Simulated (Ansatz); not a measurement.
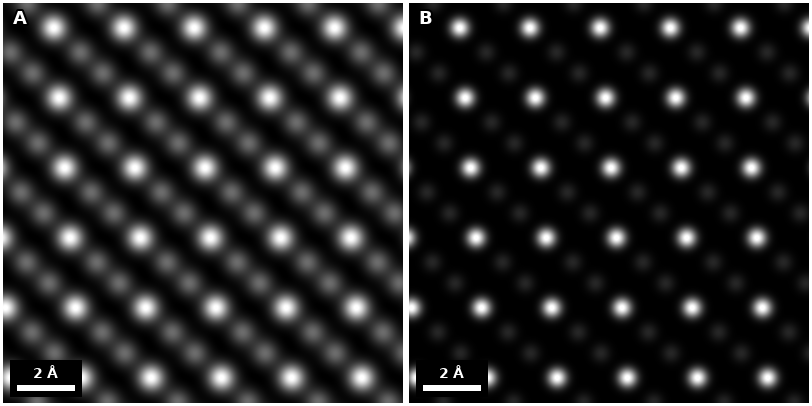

Two simulated images of the same area of SnS$_{2}$ (P-3m1, No. 164) along [211], with a probe of 0.53 Å. One is incoherent Z contrast (Z^1.7 per atom), the other the projected potential of neutral atoms blurred by the probe (iDPC-like, thin sample). Brightness is counted from the darkest point of the image. Structure used: the end point of a relaxation at a target pressure of 50 GPa with DFT PBEsol, scalar-relativistic, plane waves, PAW (Ansatz).

Which panel is which, and how can one tell?

B is the Z-contrast image and A the potential image. The columns of 1 S per repeat reach about 14 % of the brightest peak (1 Sn) in B but about 42 % in A, mainly since the potential grows much more slowly with atomic number.
